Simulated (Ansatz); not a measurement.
As (honeycomb bilayer), computed twice by G0W0.

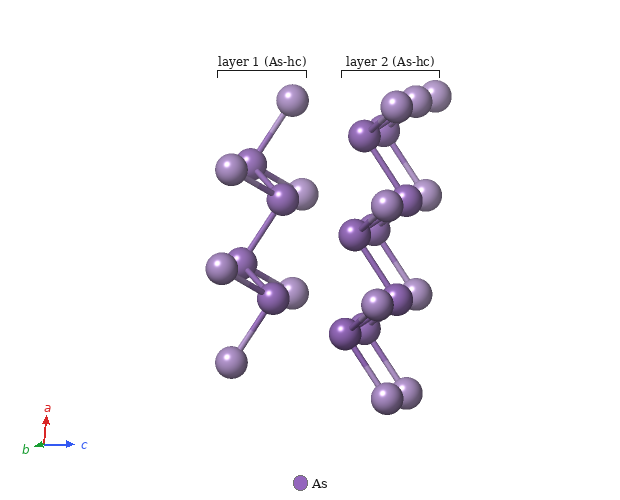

The structure (arsenic purple). 2×1×1 cells are drawn. Some periodic images of atoms are drawn too.

The cell holds 4 atoms: 4 As. Cell: a = 3.614 Å, b = 3.614 Å, c = 34.100 Å, α = 90.0°, β = 90.0°, γ = 120.0°. Regions: layer 1 (As-hc), 2 atoms (2 As); layer 2 (As-hc), 2 atoms (2 As). Vacuum lies along c.

```xyz
4
Lattice="3.6140 0.0000 0.0000 -1.8070 3.1298 0.0000 0.0000 0.0000 34.1000" Properties=species:S:1:pos:R:3
As    0.0000    2.0866   15.7044
As    1.8070    1.0433   14.3278
As    0.0000    2.0866   19.7722
As    0.0000    0.0000   18.3906
```

The structure was relaxed with PBE-D3(BJ). The runs that relaxed it are not among those shown.

The first (Ansatz 0.2.0; start PBE, 6×6×1 mesh, 568 empty bands, screening to 75 eV, PAW set soft_1 files; 4 threads of Arm Neoverse V1, shared host) gave, on its mesh: starting gap 0.62 eV, G0W0 gap 1.20 eV, mean of 1 + 4πα/V (set by the cell height) 4.04, 12 min.

Question: The second changes empty bands from 568 to 229 and screening cutoff (eV) from 75.0 to 41. What does it give?

It gave: starting gap 0.62 eV, G0W0 gap 1.08 eV, mean of 1 + 4πα/V (set by the cell height) 4.18, 1.8 min. The G0W0 gap moves by −0.12 eV, +0.00 eV from the start and −0.12 eV from the correction. Σc changes by +0.31 eV at the valence top and +0.19 eV at the conduction bottom, and Σx − Vxc between them by +0.00 eV.

Limits: not at the basis limit; coarse mesh for a sheet; no spin-orbit coupling.

[Paths, hosts, dates, memory and timing lines, banners, echoed tables and standing remarks are left out of the program output.]

[Logs are printed without paths, hosts, clocks, repeated set-up lines and the standing remarks that a program may print on its own settings, such as how far it seeks lower states.]

[Runs of the session that timed out or met a known fault of the program may be left out.]

[Cells called generated may have been cut or substituted from an entry of the Crystallography Open Database or the Materials Project.]

[Hosts, paths, dates, database ids (printed as entryN), source tags and the programs' standing remarks are cut or masked in the printed files.]
